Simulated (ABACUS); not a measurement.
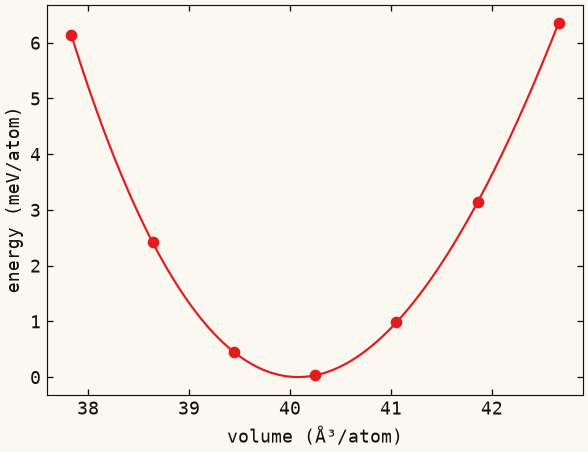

The figure shows the energy against volume for RbBr, space group Fm-3m (No. 225).

Starting cell:
```
Rb Br
1.0
     0.00000    3.42700    3.42700
     3.42700    0.00000    3.42700
     3.42700    3.42700    0.00000
Rb Br
1 1
Direct
  0.00000 0.00000 0.00000
  0.50000 0.50000 0.50000
```

Calculation (ABACUS 3.10.1): DFT in plane waves or numerical atomic orbitals with pseudopotentials, no spin polarisation; energies at scaled volumes of the given cell, shape and fractions fixed, counted from the fit's minimum, third-order Birch-Murnaghan fit. Level: PBEsol.

k mesh 7×7×7; occupations Fermi–Dirac; smearing width 0.05 eV; potentials PseudoDojo NC SR 0.4.1 PBEsol standard; wave cutoff 639.5 eV; density cutoff 2558 eV; program settings basis pw.

This calculation gives: equilibrium volume 40.08 Å³/atom and bulk modulus 13.9 GPa.

Now Rb is replaced by K on all its sites, which gives KBr in the same structure. The second calculation uses wave cutoff 1006.821 eV. Predict the effect.

The equilibrium volume falls from 40.08 to 35.10 Å³/atom (−12 %) and the bulk modulus rises from 13.9 to 15.4 GPa (+11 %).

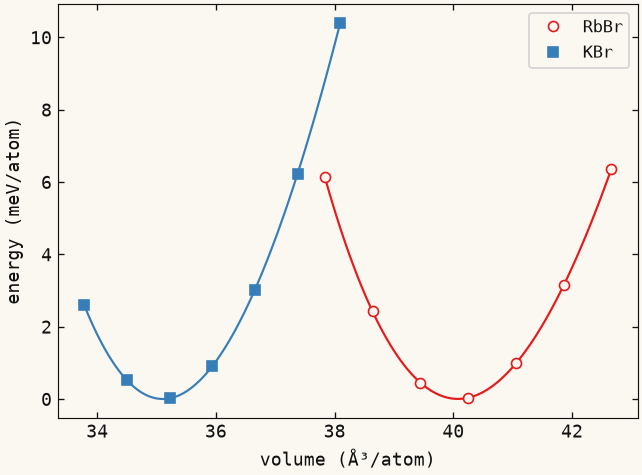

The two results together.

V0 and the bulk modulus come from third-order Birch–Murnaghan fits.
